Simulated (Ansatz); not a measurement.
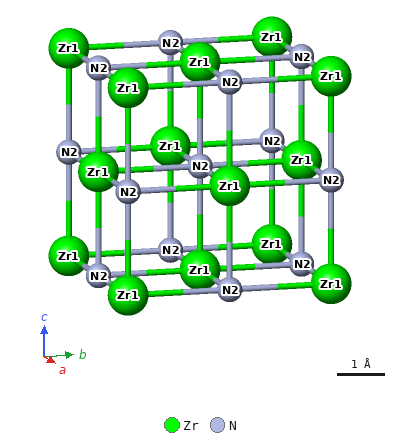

**Figure 1.** The input geometry (ball-and-stick view of the cell 4 times as large as that of the calculation, set on its symmetry axes, seen slightly off an axis; atoms are numbered from 1 in the order of the input). An atom can appear more than once, as a periodic image.

## Geometry relaxation, with input and output: ZrN (part 1 of 2)

System: ZrN (Fm-3m, 2 atoms in the cell).
Method: DFT PBE, scalar-relativistic, plane waves, PAW, no spin polarisation (Ansatz 0.2.0).

The structure derives from an entry of the Crystallography Open Database. Figures and captions count atoms from 1; the log counts them from 0 in places.

**What the program printed**
```
Engine: ansatz 0.2.0, x86_64-unknown-linux-gnu
Pseudopotentials: kind: paw
Pseudopotential: Zr, paw, valence charge 12, recommended cutoff 420 eV (normal), Zr.paw.azcp
Pseudopotential: N, paw, valence charge 5, recommended cutoff 420 eV (normal), N.paw.azcp
Functional definition: PBE
  parameter kappa = 0.804
  parameter beta = 0.06672455060314922
  exchange = pbe_x(kappa = kappa, mu = beta*pi^2/3)
  correlation = pbe_c(beta = beta)
Crystal: 2 atoms, lattice volume = 23.837 Å³
Basis set: ecut = 420 eV, 459 PW (Γ), exchange–correlation on 48×48×48 points (8 copies of the dense FFT grid, shifted against one another)
Bands: 13, of which v1, the nominal top of the filled ones, is band 9 counted from 1 (8 counted from 0)
Symmetry: 48 space group operations
Space group: Fm-3m (ITA 225), of the structure as read, at distance tolerance 2.9e-5 Å
k-points: 145 of 4096
Non-local potential: Zr, projectors of the file, l = 0: 3, l = 1: 2, l = 2: 2, l = 3: 2
Non-local potential: N, projectors of the file, l = 0: 2, l = 1: 2, l = 2: 1
PAW form: soft (Blöchl's): semilocal exchange-correlation on the pseudo side does not see the compensation charge
PAW one-centre angular grid: Zr, 590 points (default); XC on 64 Gauss nodes
PAW one-centre angular grid: N, 110 points (default); XC on 64 Gauss nodes
Initial density: superposition of atomic densities (neutral atoms: chi_scale 0, normalization atom), corrected by the library's trained network
Initial wavefunctions: pseudopotential atomic-orbital guess
Functional: x = pbe(κ = 0.804, μ = 0.2195149727645171), c = pbe(β = 0.06672455060314922)
SCF iter   1: F=—  HF=-4571.307654 eV  |F-HF|=—  |Δ(HF+E_count)|=         —  Δρ=1.34e-3  dr2=4.77e-4  ethr=1.77e-3  ⟨swp⟩=5.0  Hψ=9162  notcnv=0
preconditioner: auto → none  [metal: Δε(μ)=0.014 eV  Ē_g=18.924 eV  σ=0.100 eV  W_gap=0.08  n_scr=8 (ndim 8)  ℏωp=29.5 eV  f_vac=0.000  D(μ)=0.74/eV (n_scr^D=0)  sad-step TF]
SCF iter   2: F=—  HF=-4571.307400 eV  |F-HF|=—  |Δ(HF+E_count)|=   2.54e-4  Δρ=8.49e-4  dr2=2.07e-4  ethr=2.81e-6  ⟨swp⟩=2.5  Hψ=4037  notcnv=0
SCF iter   3: F=—  HF=-4571.307394 eV  |F-HF|=—  |Δ(HF+E_count)|=   5.56e-6  Δρ=2.58e-4  dr2=1.34e-5  ethr=1.22e-6  ⟨swp⟩=2.0  Hψ=2279  notcnv=0
SCF iter   4: F=—  HF=-4571.307383 eV  |F-HF|=—  |Δ(HF+E_count)|=   1.05e-5  Δρ=5.64e-5  dr2=5.80e-7  ethr=7.86e-8  ⟨swp⟩=2.0  Hψ=3011  notcnv=0
iter 5 did not close the SCF: its close was put off for the readings that it lacked (scf_convergence_deferred on its scf_iter line)
SCF iter   5: F=-4571.307384 eV  HF=-4571.307384 eV  |F-HF|=3.49e-9  |Δ(HF+E_count)|=   5.92e-8  Δρ=9.92e-6  dr2=1.48e-8  ethr=3.41e-9  ⟨swp⟩=2.0  Hψ=3076  notcnv=0
SCF iter   6: F=-4571.307384 eV  HF=-4571.307384 eV  |F-HF|=8.79e-10  |Δ(HF+E_count)|=   1.07e-8  Δρ=3.02e-6  dr2=1.34e-9  ethr=8.68e-11  ⟨swp⟩=5.8  Hψ=10068  notcnv=0
SCF 1 converged in 6 iterations: F = -4571.307384 eV  dr2 = 1.34e-9
  greatest PAW one-centre occupation: 0.996 electrons in one spin orbital (limit 2), on the Zr atom at site 0 (counted from 0), in its partial waves of l = 0
relax step   1: F+E_penalty+E_count = -4571.30738352 eV  Δ(F+E_penalty+E_count) = +0.000e0 eV  max|allowed force component| = 4.260e-29 eV/Å  Δτ_max = 0.0000 Å  P = +4.441 GPa  Ω = 23.837 Å³  (6 SCF iters, dr2 threshold 1.00e-7 eV, accepted)
Crystal: 2 atoms, lattice volume = 24.492 Å³
Basis set: ecut = 420 eV, 531 PW (Γ), exchange–correlation on 48×48×48 points (8 copies of the dense FFT grid, shifted against one another)
Initial density: handed on by an earlier stage of this run
Initial wavefunctions: those handed on with the density
iter 1 solved again at ethr=2.78e-5 eV; its pass at ethr=3.10e-3 eV (dr2=4.73e-3 eV) is discarded
SCF iter   1: F=—  HF=-4571.310516 eV  |F-HF|=—  |Δ(HF+E_count)|=         —  Δρ=4.15e-3  dr2=4.70e-3  ethr=2.78e-5  ⟨swp⟩=1.0  Hψ=11810  notcnv=0
preconditioner: auto → none  [metal: Δε(μ)=0.016 eV  Ē_g=18.733 eV  σ=0.100 eV  W_gap=0.09  n_scr=8 (ndim 8)  ℏωp=29.1 eV  f_vac=0.000  D(μ)=0.77/eV (n_scr^D=8)]
SCF iter   2: F=—  HF=-4571.309536 eV  |F-HF|=—  |Δ(HF+E_count)|=   9.80e-4  Δρ=1.10e-3  dr2=4.07e-4  ethr=2.77e-5  ⟨swp⟩=2.0  Hψ=2170  notcnv=0
SCF iter   3: F=—  HF=-4571.309454 eV  |F-HF|=—  |Δ(HF+E_count)|=   8.25e-5  Δρ=1.88e-4  dr2=7.32e-6  ethr=2.39e-6  ⟨swp⟩=2.1  Hψ=2244  notcnv=0
SCF iter   4: F=—  HF=-4571.309451 eV  |F-HF|=—  |Δ(HF+E_count)|=   2.53e-6  Δρ=2.67e-5  dr2=1.02e-7  ethr=4.31e-8  ⟨swp⟩=2.2  Hψ=2407  notcnv=0
iter 5 did not close the SCF: its close was put off for the readings that it lacked (scf_convergence_deferred on its scf_iter line)
SCF iter   5: F=-4571.309451 eV  HF=-4571.309451 eV  |F-HF|=6.61e-10  |Δ(HF+E_count)|=   3.64e-8  Δρ=2.44e-6  dr2=5.29e-10  ethr=5.97e-10  ⟨swp⟩=2.5  Hψ=3174  notcnv=0
SCF iter   6: F=-4571.309451 eV  HF=-4571.309451 eV  |F-HF|=9.09e-13  |Δ(HF+E_count)|=  6.90e-10  Δρ=1.35e-7  dr2=9.63e-13  ethr=3.11e-12  ⟨swp⟩=4.0  Hψ=8706  notcnv=0
SCF 2 converged in 6 iterations: F = -4571.309451 eV  dr2 = 9.63e-13
  greatest PAW one-centre occupation: 0.995 electrons in one spin orbital (limit 2), on the Zr atom at site 0 (counted from 0), in its partial waves of l = 0
relax step   2: F+E_penalty+E_count = -4571.30945131 eV  Δ(F+E_penalty+E_count) = -2.068e-3 eV  max|allowed force component| = 5.621e-30 eV/Å  Δτ_max = 0.0000 Å  P = -2.536 GPa  Ω = 24.492 Å³  energy of the carried Pulay correction = -1.497e-3 eV  (6 SCF iters, dr2 threshold 2.00e-7 eV, accepted)
Crystal: 2 atoms, lattice volume = 24.250 Å³
iter 1 solved again at ethr=3.75e-6 eV; its pass at ethr=3.10e-3 eV (dr2=6.37e-4 eV) is discarded
SCF iter   1: F=—  HF=-4571.312121 eV  |F-HF|=—  |Δ(HF+E_count)|=         —  Δρ=1.48e-3  dr2=5.87e-4  ethr=3.75e-6  ⟨swp⟩=1.2  Hψ=10551  notcnv=0
preconditioner: auto → none  [metal: Δε(μ)=0.013 eV  Ē_g=18.817 eV  σ=0.100 eV  W_gap=0.07  n_scr=8 (ndim 8)  ℏωp=29.2 eV  f_vac=0.000  D(μ)=0.75/eV (n_scr^D=8)]
SCF iter   2: F=—  HF=-4571.311999 eV  |F-HF|=—  |Δ(HF+E_count)|=   1.23e-4  Δρ=3.86e-4  dr2=4.97e-5  ethr=3.45e-6  ⟨swp⟩=2.1  Hψ=2192  notcnv=0
SCF iter   3: F=—  HF=-4571.311985 eV  |F-HF|=—  |Δ(HF+E_count)|=   1.32e-5  Δρ=6.69e-5  dr2=9.34e-7  ethr=2.92e-7  ⟨swp⟩=2.0  Hψ=2208  notcnv=0
iter 4 did not close the SCF: its close was put off for the readings that it lacked (scf_convergence_deferred on its scf_iter line)
SCF iter   4: F=-4571.311985 eV  HF=-4571.311985 eV  |F-HF|=3.02e-9  |Δ(HF+E_count)|=   1.93e-8  Δρ=1.00e-5  dr2=1.30e-8  ethr=5.49e-9  ⟨swp⟩=2.2  Hψ=2702  notcnv=0
iter 5 did not close the SCF: its close was put off for the readings that it lacked (scf_convergence_deferred on its scf_iter line)
SCF iter   5: F=-4571.311985 eV  HF=-4571.311985 eV  |F-HF|=7.73e-11  |Δ(HF+E_count)|=   5.12e-9  Δρ=8.28e-7  dr2=5.99e-11  ethr=7.67e-11  ⟨swp⟩=2.3  Hψ=3047  notcnv=0
SCF iter   6: F=-4571.311985 eV  HF=-4571.311985 eV  |F-HF|=1.82e-12  |Δ(HF+E_count)|=  8.28e-11  Δρ=5.95e-8  dr2=3.25e-13  ethr=1.00e-12  ⟨swp⟩=3.7  Hψ=7809  notcnv=0
SCF 3 converged in 6 iterations: F = -4571.311985 eV  dr2 = 3.25e-13
relax step   3: F+E_penalty+E_count = -4571.31198543 eV  Δ(F+E_penalty+E_count) = -2.534e-3 eV  max|allowed force component| = 4.076e-30 eV/Å  Δτ_max = 0.0000 Å  P = -0.069 GPa  Ω = 24.250 Å³  energy of the carried Pulay correction = -9.482e-4 eV  (6 SCF iters, dr2 threshold 2.00e-7 eV, accepted)
Crystal: 2 atoms, lattice volume = 24.243 Å³
iter 1 solved again at ethr=3.01e-9 eV; its pass at ethr=3.10e-3 eV (dr2=5.11e-7 eV) is discarded
SCF iter   1: F=—  HF=-4571.312005 eV  |F-HF|=—  |Δ(HF+E_count)|=         —  Δρ=4.18e-5  dr2=4.71e-7  ethr=3.01e-9  ⟨swp⟩=1.2  Hψ=10200  notcnv=0
preconditioner: auto → none  [metal: Δε(μ)=0.014 eV  Ē_g=18.815 eV  σ=0.100 eV  W_gap=0.08  n_scr=8 (ndim 8)  ℏωp=29.2 eV  f_vac=0.000  D(μ)=0.75/eV (n_scr^D=8)]
SCF iter   2: F=—  HF=-4571.312002 eV  |F-HF|=—  |Δ(HF+E_count)|=   2.70e-6  Δρ=1.07e-5  dr2=3.85e-8  ethr=2.77e-9  ⟨swp⟩=2.1  Hψ=2186  notcnv=0
iter 3 did not close the SCF: its close was put off for the readings that it lacked (scf_convergence_deferred on its scf_iter line)
SCF iter   3: F=-4571.312002 eV  HF=-4571.312002 eV  |F-HF|=3.33e-10  |Δ(HF+E_count)|=   8.11e-9  Δρ=1.91e-6  dr2=8.01e-10  ethr=2.27e-10  ⟨swp⟩=2.0  Hψ=2198  notcnv=0
iter 4 did not close the SCF: its close was put off for the readings that it lacked (scf_convergence_deferred on its scf_iter line)
SCF iter   4: F=-4571.312002 eV  HF=-4571.312002 eV  |F-HF|=1.82e-12  |Δ(HF+E_count)|=  2.09e-11  Δρ=2.80e-7  dr2=8.86e-12  ethr=4.71e-12  ⟨swp⟩=2.3  Hψ=2645  notcnv=0
iter 5 did not close the SCF: its close was put off for the readings that it lacked (scf_convergence_deferred on its scf_iter line)
SCF iter   5: F=-4571.312002 eV  HF=-4571.312002 eV  |F-HF|=9.09e-13  |Δ(HF+E_count)|=  2.73e-12  Δρ=2.20e-8  dr2=4.08e-14  ethr=1.00e-12  ⟨swp⟩=1.0  Hψ=1885  notcnv=0
iter 6 did not close the SCF: its close was put off for the readings that it lacked (scf_convergence_deferred on its scf_iter line)
SCF iter   6: F=-4571.312002 eV  HF=-4571.312002 eV  |F-HF|=9.09e-13  |Δ(HF+E_count)|=  1.82e-12  Δρ=3.62e-9  dr2=4.07e-16  ethr=1.00e-12  ⟨swp⟩=1.0  Hψ=1885  notcnv=0
SCF iter   7: F=-4571.312002 eV  HF=-4571.312002 eV  |F-HF|=9.09e-13  |Δ(HF+E_count)|=  2.73e-12  Δρ=6.76e-10  dr2=2.64e-17  ethr=1.00e-12  ⟨swp⟩=2.2  Hψ=5589  notcnv=0
SCF 4 converged in 7 iterations: F = -4571.312002 eV  dr2 = 2.64e-17
relax step   4: F+E_penalty+E_count = -4571.31200209 eV  Δ(F+E_penalty+E_count) = -1.666e-5 eV  max|allowed force component| = 3.714e-30 eV/Å  Δτ_max = 0.0000 Å  P = +0.001 GPa  Ω = 24.243 Å³  energy of the carried Pulay correction = -9.330e-4 eV  (7 SCF iters, accepted)
Initial wavefunctions: pseudopotential atomic-orbital guess (no wavefunctions were taken with the density)
iter 1 solved again at ethr=3.22e-8 eV; its pass at ethr=3.10e-3 eV (dr2=5.47e-6 eV) is discarded
SCF iter   1: F=—  HF=-4571.313015 eV  |F-HF|=—  |Δ(HF+E_count)|=         —  Δρ=8.55e-5  dr2=2.87e-7  ethr=3.22e-8  ⟨swp⟩=3.2  Hψ=14893  notcnv=0
SCF iter   2: F=—  HF=-4571.313013 eV  |F-HF|=—  |Δ(HF+E_count)|=   1.87e-6  Δρ=4.01e-5  dr2=4.34e-8  ethr=1.69e-9  ⟨swp⟩=2.0  Hψ=2455  notcnv=0
SCF iter   3: F=—  HF=-4571.313013 eV  |F-HF|=—  |Δ(HF+E_count)|=   2.00e-7  Δρ=5.91e-6  dr2=1.09e-9  ethr=2.55e-10  ⟨swp⟩=2.0  Hψ=2559  notcnv=0
SCF iter   4: F=—  HF=-4571.313013 eV  |F-HF|=—  |Δ(HF+E_count)|=   4.84e-9  Δρ=5.24e-7  dr2=2.38e-11  ethr=6.41e-12  ⟨swp⟩=2.8  Hψ=3004  notcnv=0
iter 5 did not close the SCF: its close was put off for the readings that it lacked (scf_convergence_deferred on its scf_iter line)
SCF iter   5: F=-4571.313013 eV  HF=-4571.313013 eV  |F-HF|=2.73e-12  |Δ(HF+E_count)|=  2.00e-11  Δρ=1.11e-7  dr2=1.37e-12  ethr=1.00e-12  ⟨swp⟩=1.0  Hψ=1885  notcnv=0
iter 6 did not close the SCF: its close was put off for the readings that it lacked (scf_convergence_deferred on its scf_iter line)
SCF iter   6: F=-4571.313013 eV  HF=-4571.313013 eV  |F-HF|=1.82e-12  |Δ(HF+E_count)|=  3.64e-12  Δρ=8.48e-9  dr2=6.81e-15  ethr=1.00e-12  ⟨swp⟩=1.0  Hψ=1885  notcnv=0
iter 7 did not close the SCF: its close was put off for the readings that it lacked (scf_convergence_deferred on its scf_iter line)
SCF iter   7: F=-4571.313013 eV  HF=-4571.313013 eV  |F-HF|=9.09e-13  |Δ(HF+E_count)|=  1.82e-12  Δρ=1.27e-9  dr2=2.45e-16  ethr=1.00e-12  ⟨swp⟩=1.0  Hψ=1885  notcnv=0
iter 8 did not close the SCF: its close was put off for the readings that it lacked (scf_convergence_deferred on its scf_iter line)
SCF iter   8: F=-4571.313013 eV  HF=-4571.313013 eV  |F-HF|=9.09e-13  |Δ(HF+E_count)|=  9.09e-13  Δρ=2.14e-10  dr2=3.65e-18  ethr=1.00e-12  ⟨swp⟩=1.0  Hψ=1885  notcnv=0
SCF iter   9: F=-4571.313013 eV  HF=-4571.313013 eV  |F-HF|=9.09e-13  |Δ(HF+E_count)|=  9.09e-13  Δρ=3.11e-11  dr2=3.49e-20  ethr=1.00e-12  ⟨swp⟩=1.6  Hψ=4444  notcnv=0
SCF 5 converged in 9 iterations: F = -4571.313013 eV  dr2 = 3.49e-20
relax step   5: F+E_penalty+E_count = -4571.31301292 eV  Δ(F+E_penalty+E_count) = -1.011e-3 eV  max|allowed force component| = 3.911e-30 eV/Å  Δτ_max = 0.0000 Å  P = +0.063 GPa  Ω = 24.243 Å³  stress off target by 6.29e-2 GPa  SCF on the basis re-selected at this cell (its energy is not comparable with the rows above)  (9 SCF iters)
basis re-selected at this cell: Δ(F+E_penalty+E_count) = -1.011e-3 eV, ΔP = +0.062 GPa vs the last step (what re-selecting the basis moved, of the pressure what is left beyond the Pulay correction that the steps carried, after the strain that the cell walked since its last selection, with what the two solves' SCF thresholds leave and, on support functions, any second-order correction that the steps lacked; it is no measure of the basis error at this ecutwfc). This SCF's stress stands 6.29e-2 GPa from its target on what of the cell is left free (relax.cell.stress_tol is 5.00e-2 GPa) and its largest allowed force component is 3.91e-30 eV/Å (relax.f_tol is 5.00e-3 eV/Å): not within both, so this SCF does not close the relaxation
Crystal: 2 atoms, lattice volume = 24.249 Å³
iter 1 solved again at ethr=2.36e-9 eV; its pass at ethr=3.10e-3 eV (dr2=4.02e-7 eV) is discarded
SCF iter   1: F=—  HF=-4571.313003 eV  |F-HF|=—  |Δ(HF+E_count)|=         —  Δρ=3.70e-5  dr2=3.69e-7  ethr=2.36e-9  ⟨swp⟩=1.2  Hψ=10284  notcnv=0
preconditioner: auto → none  [metal: Δε(μ)=0.014 eV  Ē_g=18.813 eV  σ=0.100 eV  W_gap=0.08  n_scr=8 (ndim 8)  ℏωp=29.2 eV  f_vac=0.000  D(μ)=0.75/eV (n_scr^D=8)]
SCF iter   2: F=—  HF=-4571.313000 eV  |F-HF|=—  |Δ(HF+E_count)|=   2.73e-6  Δρ=9.95e-6  dr2=3.29e-8  ethr=2.17e-9  ⟨swp⟩=2.0  Hψ=2198  notcnv=0
iter 3 did not close the SCF: its close was put off for the readings that it lacked (scf_convergence_deferred on its scf_iter line)
SCF iter   3: F=-4571.313000 eV  HF=-4571.313000 eV  |F-HF|=1.95e-10  |Δ(HF+E_count)|=   6.92e-9  Δρ=1.68e-6  dr2=5.61e-10  ethr=1.93e-10  ⟨swp⟩=2.1  Hψ=2224  notcnv=0
iter 4 did not close the SCF: its close was put off for the readings that it lacked (scf_convergence_deferred on its scf_iter line)
SCF iter   4: F=-4571.313000 eV  HF=-4571.313000 eV  |F-HF|=9.09e-13  |Δ(HF+E_count)|=  5.46e-12  Δρ=2.63e-7  dr2=1.01e-11  ethr=3.30e-12  ⟨swp⟩=2.2  Hψ=2663  notcnv=0
iter 5 did not close the SCF: its close was put off for the readings that it lacked (scf_convergence_deferred on its scf_iter line)
SCF iter   5: F=-4571.313000 eV  HF=-4571.313000 eV  |F-HF|=1.82e-12  |Δ(HF+E_count)|=  1.82e-12  Δρ=2.18e-8  dr2=4.88e-14  ethr=1.00e-12  ⟨swp⟩=1.0  Hψ=1885  notcnv=0
iter 6 did not close the SCF: its close was put off for the readings that it lacked (scf_convergence_deferred on its scf_iter line)
SCF iter   6: F=-4571.313000 eV  HF=-4571.313000 eV  |F-HF|=9.09e-13  |Δ(HF+E_count)|=  1.82e-12  Δρ=4.62e-9  dr2=2.79e-15  ethr=1.00e-12  ⟨swp⟩=1.0  Hψ=1885  notcnv=0
SCF iter   7: F=-4571.313000 eV  HF=-4571.313000 eV  |F-HF|=2.73e-12  |Δ(HF+E_count)|=  1.82e-12  Δρ=6.70e-10  dr2=2.79e-17  ethr=1.00e-12  ⟨swp⟩=2.3  Hψ=5641  notcnv=0
SCF 6 converged in 7 iterations: F = -4571.313000 eV  dr2 = 2.79e-17
```
